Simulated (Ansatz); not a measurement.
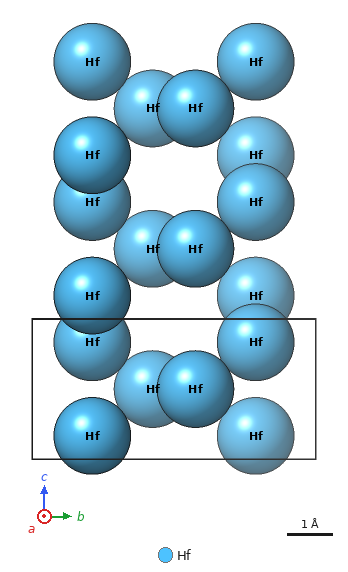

A crystal of Hf (built on the random type) (coarse preliminary run), before the relaxation. A spheres-only model of the cell of the calculation, repeated 1 × 1 × 3 with one cell outlined, seen along the a axis.

Case: random cell with space group P6_422 (No. 181).

Computed with DFT PBE, scalar-relativistic, plane waves, PAW (Ansatz 0.2.0).

Input
```yaml
crystal:
  lattice:
    - [7.3794595529, 0.0, 0.0]
    - [-3.6897297765, 6.390799439, 0.0]
    - [0.0, 0.0, 3.1590123326]
  atoms:
    - { symbol: Hf, position: [0.2122653039, 0.4245306078, 0.5] }
    - { symbol: Hf, position: [0.2122653039, 0.7877346961, 0.1666666667] }
    - { symbol: Hf, position: [0.4245306078, 0.2122653039, 0.8333333333] }
    - { symbol: Hf, position: [0.5754693922, 0.7877346961, 0.8333333333] }
    - { symbol: Hf, position: [0.7877346961, 0.2122653039, 0.1666666667] }
    - { symbol: Hf, position: [0.7877346961, 0.5754693922, 0.5] }
basis:
  ecutwfc: 420
kpoints:
  mp_grid: { grid: [3, 3, 6] }
hamiltonian:
  xc: pbe
scf:
  occupations: { method: gaussian, width: 0.1 }
  lower_state_search: "off"
output:
  forces: true
  stress: true
  eigenvalues: true
relax:
  adjacent_minimum: "off"
  f_tol: 0.04
  max_steps: 70
  cell: { stress_tol: 0.4 }
```

Question: Predict the outcome.

Answer: Over 1 accepted move (3 points after the start) the energy falls by 0.6 meV per atom. The largest force component goes from 0.09 to 0.0016 eV/Å. Pressure: −0.64 GPa at the start and 0.00 GPa at the end. The line search rejected the trial step at point 1 of the run. The SCF was repeated once at an unchanged geometry on a basis and grid sized afresh for the cell, which shifted the energy by less than 0.05 meV per atom at most. The largest moves relative to the cell, 0.006 Å, are those of Hf1, Hf2, Hf3, Hf4, Hf5 and Hf6. Hf5 goes along [−1 1 0]. The volume changes by −0.6 %, with a = b 7.379 → 7.374 Å (−0.1 %), c 3.159 → 3.145 Å (−0.4 %). Some distances before and after: Hf1–Hf2 3.409 → 3.393 Å, Hf1–Hf1 3.159 → 3.145 Å, Hf1–Hf2 (another image) 2.880 → 2.867 Å. The space group stays P6_422 (No. 181).

History of the run:

```tsv
step	E − E(0), meV/atom	largest force component, eV/Å	pressure, GPa	volume, Å³/atom	note
0	0.00	0.0900	-0.64	24.830	
1	0.59	0.1299	1.05	24.439	rejected
2	-0.67	0.0017	0.00	24.684	
3	-0.63	0.0016	0.00	24.684	same geometry, new basis
```

Final geometry:

```
Hf
1.0
     7.37418    0.00000    0.00000
    -3.68709    6.38623    0.00000
     0.00000    0.00000    3.14489
Hf
6
Direct
  0.21272 0.42544 0.50000
  0.21272 0.78728 0.16667
  0.42544 0.21272 0.83333
  0.57456 0.78728 0.83333
  0.78728 0.21272 0.16667
  0.78728 0.57456 0.50000
```
